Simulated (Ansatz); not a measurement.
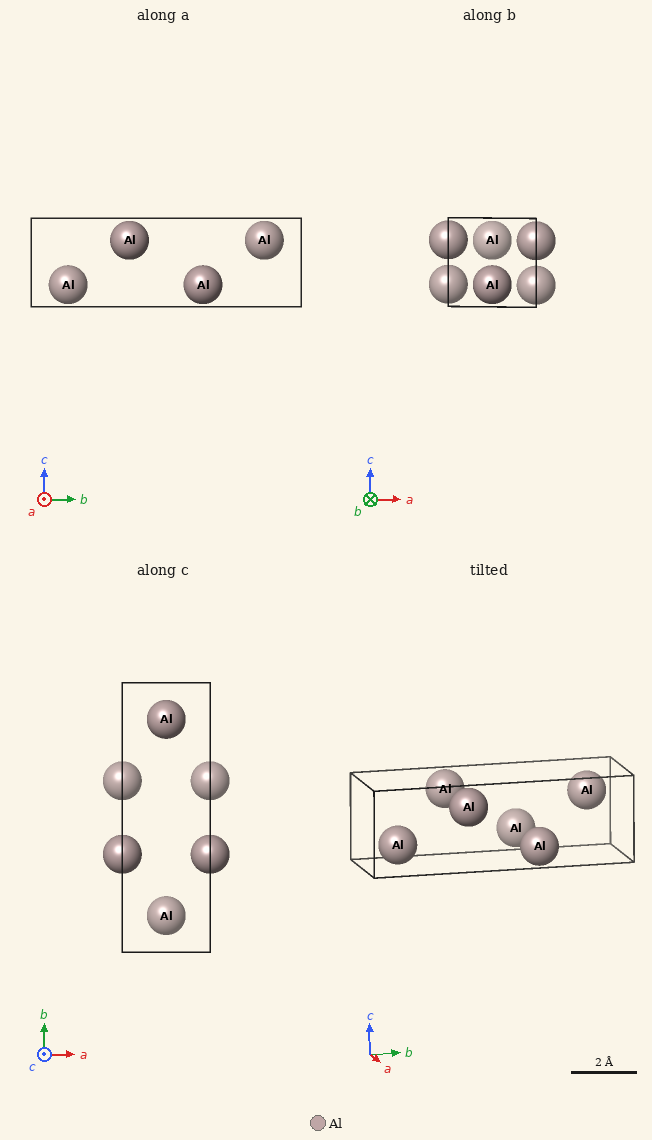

Drawn in the spheres-only manner and seen along the a axis, along the b axis, along the c axis and slightly off an axis. Atoms at the boundary of the drawn cell (a repeat of the simulation cell) (the box) are drawn once for each face, edge or corner they touch.

Lattice parameters: a = 2.7328 Å, b = 8.3958 Å, c = 2.7659 Å, α = 90.000°, β = 90.620°, γ = 90.000°.

Write down what is shown as a CIF in P1 with every atom of the cell, with free fractional coordinates to two decimals.

Answer.
```cif
data_structure
_symmetry_space_group_name_H-M 'P 1'
_symmetry_Int_Tables_number 1
_cell_length_a 2.7328
_cell_length_b 8.3958
_cell_length_c 2.7659
_cell_angle_alpha 90.000
_cell_angle_beta 90.620
_cell_angle_gamma 90.000
_cell_volume 63.46
loop_
_atom_site_label
_atom_site_type_symbol
_atom_site_fract_x
_atom_site_fract_y
_atom_site_fract_z
_atom_site_occupancy
Al1 Al 0.50 0.14 0.25 1
Al2 Al 0.50 0.86 0.75 1
Al3 Al 0.00 0.64 0.25 1
Al4 Al 0.00 0.36 0.75 1
```

The model was built from a structure type filled with this element by a generator (whether the element takes this form wasn't checked). Earlier steps of the study may have refined or changed the cell and positions. It was run through Ansatz as a DFT input.

At this level of theory the cell isn't at rest (compressed, at 8 GPa), so its distances can differ from those at equilibrium, the more so the softer the solid.
